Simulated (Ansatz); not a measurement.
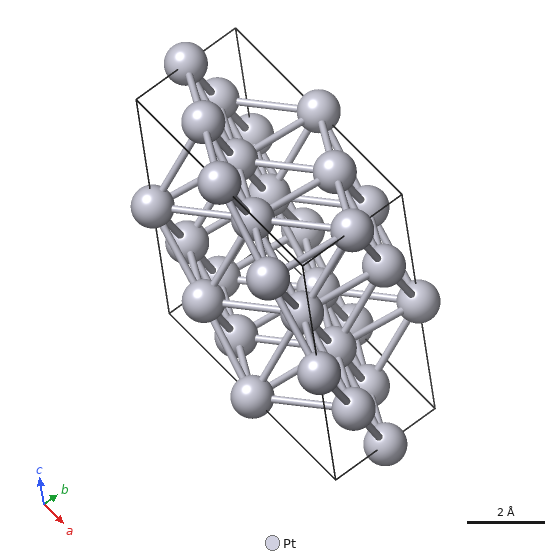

An orthographic ball-and-stick view of the structure, slightly off an axis. Thin lines show the supercell, with boundary atoms drawn in all their periodic places. The host is Pt, in a cell of 16 sites, and the cell is neutral.

Identify the point defect.

A platinum vacancy. Around the empty site lie twelve Pt at about 2.8 Å.

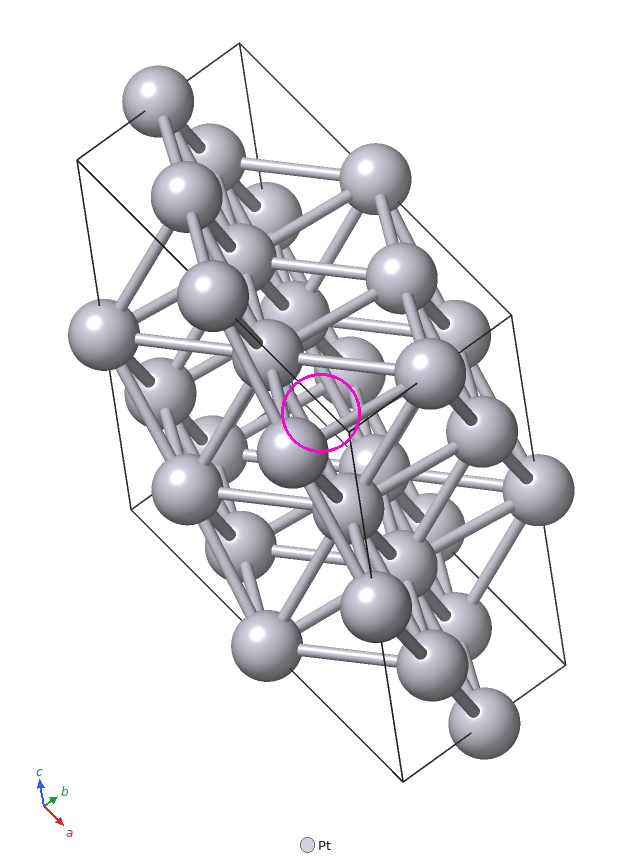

The same cell with a ring at the defect's site.

The atoms were relaxed in the host's cell with DFT PBE, scalar-relativistic, plane waves, PAW in Ansatz.
